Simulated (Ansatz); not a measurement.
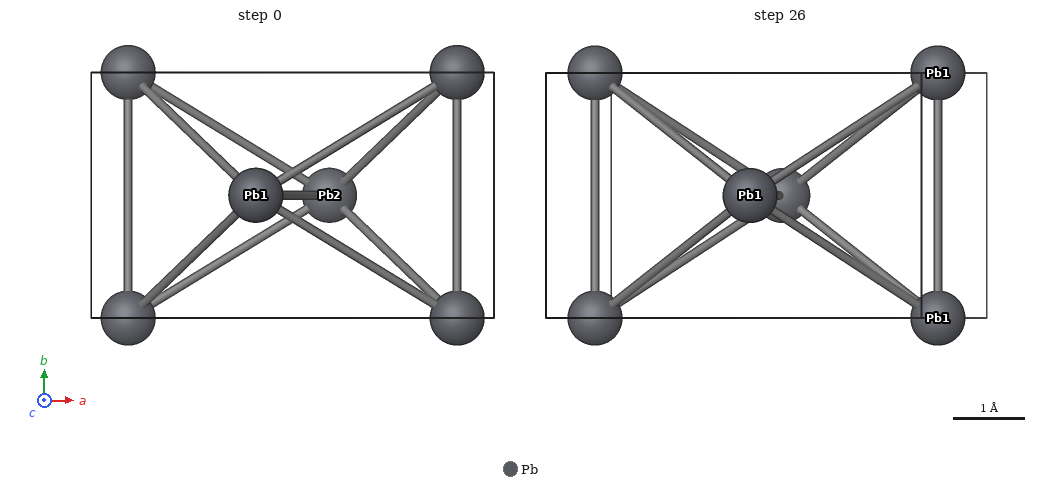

The structure of crystalline Pb (set up in C2/m) before (left) and after (right) a relaxation, at one scale.

A ball-and-stick model of the conventional cell (2 times the calculation's cell), seen along the c axis. Lengths and directions refer to the drawn axes.

The run lets cell and atoms move.

The calculation used Kohn-Sham DFT of a periodic cell, PBEsol, Ansatz PAW in Ansatz.

Input file:
```yaml
crystal:
  lattice:
    - [3.0386068135, -1.75031996, 0.0]
    - [3.0386068135, 1.75031996, 0.0]
    - [-2.1154626375, 0.0, 6.0952248674]
  atoms:
    - { symbol: Pb, position: [0.90850841, 0.90850841, 0.7262922] }
    - { symbol: Pb, position: [0.09149159, 0.09149159, 0.2737078] }
hamiltonian:
  xc: pbesol
  pseudopotentials: { kind: paw }
kpoints:
  mp_grid: { grid: [9, 9, 5] }
scf:
  occupations: { method: fermi_dirac, width: 0.05 }
  max_iter: 80
output:
  forces: true
  stress: true
  eigenvalues: true
relax:
  f_tol: 1.0e-09
  max_steps: 30
  cell: { stress_tol: 0.05 }
```

Run as
```bash
ansatz run input.yaml --threads 2 --pin off --max-ram 5632MiB --backend cpu --events-out ev --progress --plain --runs-dir out
```

> What changed between the two?

The run was cut off at its time limit before the relaxation converged, so the last structure is only a point on the way. The input was poor on purpose: a force tolerance that can't be met. The largest moves relative to the cell, 0.48 Å, are those of Pb1 and Pb2. Pb1 goes along [3 0 1]. The drawn cell changes as follows: a 6.077 → 6.123 Å (+0.8 %), b 3.501 → 3.494 Å (−0.2 %), c 6.452 → 6.997 Å (+8.5 %), β 109.1° → 126.7°; the volume changes by −7.4 %. Among the contacts that change: Pb1–Pb2 4.812 → 3.445 Å, Pb1–Pb2 (another image) 3.337 → 3.499 Å, Pb1–Pb2 (another image) 3.449 → 3.499 Å, Pb1–Pb2 (another image) 3.408 → 3.445 Å. The space group stays C2/m (No. 12). After 21 accepted moves (26 points after the start) the energy has fallen by 76.7 meV per atom. The largest force component goes from 0.13 to under 0.0001 eV/Å. Pressure: −1.78 GPa at the start and 0.00 GPa at the end. The line search rejected the trial steps at points 6, 9, 11, 24, 25 of the run.
